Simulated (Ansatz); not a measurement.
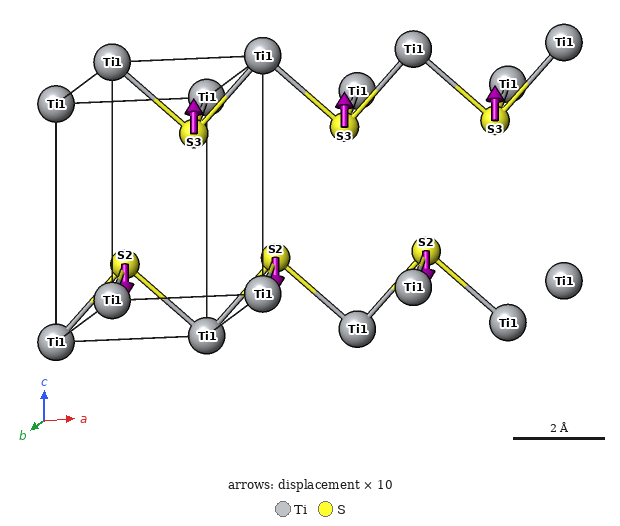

A relaxation of solid TiS2 (built on the 1T (CdI2) bulk type). The starting structure is drawn; purple arrows show the displacements (the part carried along by the change of the cell is left out), magnified 10 times.

A ball-and-stick model of the cell of the calculation, repeated 3 × 1 × 1 with one cell outlined, seen from a free direction.

Computed with Ansatz 0.2.0, DFT, r2SCAN+rVV10, plane waves, PAW. (plane-wave cutoff 500 eV; k-point mesh 12 × 12 × 4; occupations fermi dirac; smearing width 0.02 eV; no spin polarisation; cell and atoms relaxed; force threshold 0.005 eV/Å)

Q: Atoms of which element are displaced furthest, and by how much?

A: Sulfur: up to 0.083 Å, against 0.000 Å for titanium.

Q: Describe the change and its energy.

A: Over 3 accepted moves (4 points after the start) the energy falls by 12.9 meV per atom. Largest force component: 0.19 eV/Å at the start, 0.0007 eV/Å at the end. Pressure: 2.49 GPa at the start and 0.02 GPa at the end. At 1 point the geometry stayed and the basis and grid were re-selected for the new cell (energy shift of 0.4 meV per atom at most each time). The largest moves relative to the cell, 0.083 Å, are those of S2 and S3. S2 goes along −c. Ti stays in place. The drawn cell changes as follows: a = b 3.361 → 3.411 Å (+1.5 %), c 5.505 → 5.739 Å (+4.2 %); the volume changes by +7.3 %. Near-neighbour distances that change, for instance: Ti1–S2 2.409 → 2.419 Å. The space group stays P-3m1 (No. 164). Cost: 40 s on 2 threads of Arm Neoverse V1, on a shared host, peak memory 0.61 GiB.
